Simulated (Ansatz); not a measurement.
Structure (in its standard cell), the geometry relaxed with DFT, RPBE, plane waves (420 eV) with PAW, scalar-relativistic in Ansatz; the starting structure was generated, so it need not be a known form of this composition:

Space group Fd-3m:1 (No. 227). a = 3.589 Å, b = 3.589 Å, c = 3.589 Å, α = 90.00°, β = 90.00°, γ = 90.00°
| atom | site | symmetry | x | y | z |
| --- | --- | --- | --- | --- | --- |
| C | 8a | -43m | 0.0000 | 0.0000 | 0.0000 |

Predict the [001] zone-axis pattern (100 kV, kinematic, B = 1 Å²).

Answer. The spots form a square net with both shortest vectors at d = 1.27 Å, 90.0° apart. They are 2 -2 0 and 2 2 0. The pattern has symmetry 4mm. The lattice centring (F) removes all reflections that break h + k = 2n, h + l = 2n; a glide plane extinguishes reflections such as 2 -4 0, 2 4 0, 4 -2 0; a screw axis and a glide plane both extinguish reflections such as 0 2 0, 2 0 0.

Strongest reflections with d > 0.80 Å, one of each family (|F|² from tabulated Gaussian fits of the electron scattering factors, times a small damping for the curvature of the Ewald sphere):

```
  hkl  d (Å)  I (strongest = 100)
2 2 0  1.269                  100
4 0 0  0.897                   21
```

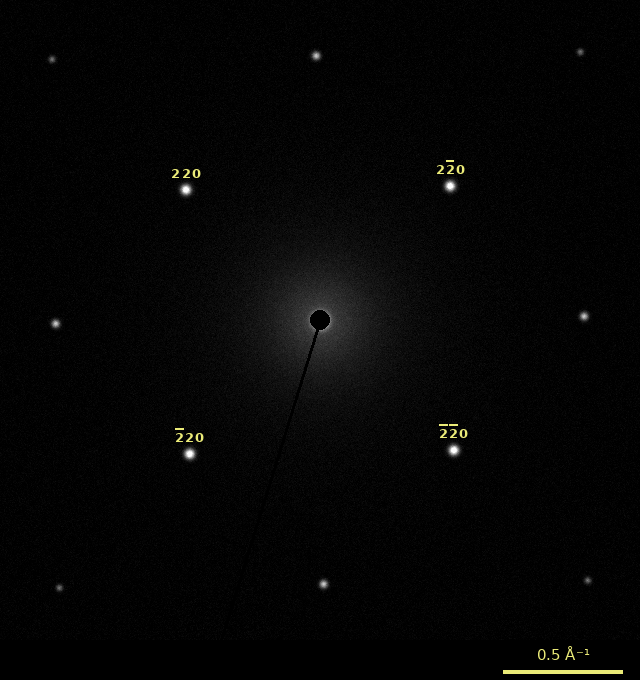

Calculated pattern, seen from the source side with [001] pointing towards the source.
